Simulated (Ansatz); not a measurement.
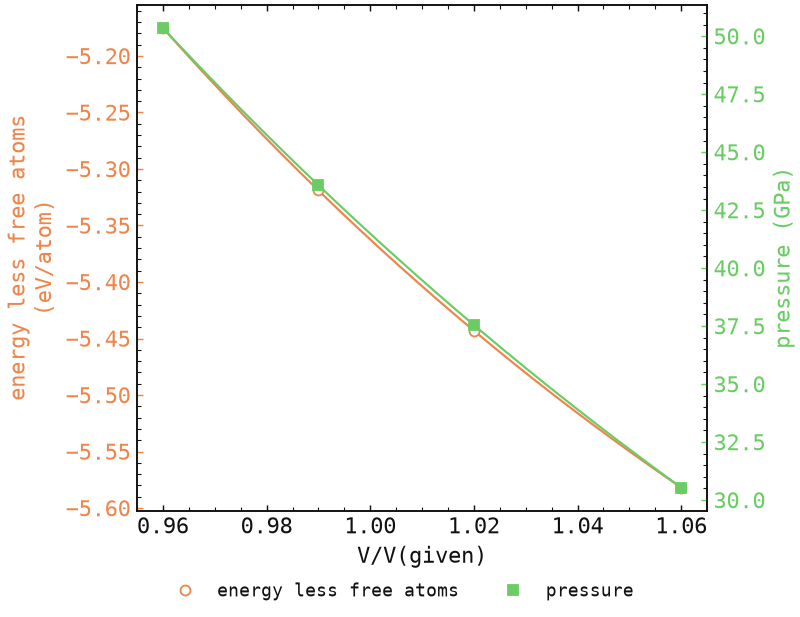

Plotted: energy less free atoms and pressure against V/V(given) for La₂O₃, space group P321 (No. 150).

Cell as given: a = 3.930 Å, b = 3.930 Å, c = 6.120 Å, α = 90.00°, β = 90.00°, γ = 120.00°; 5 atoms.

Calculation (Ansatz 0.2.0): periodic Kohn-Sham DFT of a crystal at fixed atoms, scaled to the stated factor times the given cell; pressure positive in compression, energy less spherical unpolarised free atoms. Level: PBE.

- method: all-electron LAPW
- relativity: scalar
- k mesh: 6×6×4
- occupations: Fermi–Dirac
- smearing width: 0.02 eV
- basis error target: 1 (meV/atom)
- nucleus: Gaussian

V(given) is 16.37 Å³/atom.

Give the values behind the plot as a table.

```
V/V(given)  energy less free atoms (eV/atom)  pressure (GPa)
      0.96                           -5.1753            50.4
      0.99                           -5.3190            43.6
      1.02                           -5.4431            37.5
      1.06                           -5.5819            30.5
```

Keep in mind: no spin-orbit coupling on heavy atoms; the volumes run don't bracket the minimum of the energy, so any equilibrium value is extrapolated; shape and atomic fractions are frozen while scaling, which makes layered, chain and framework solids too stiff.
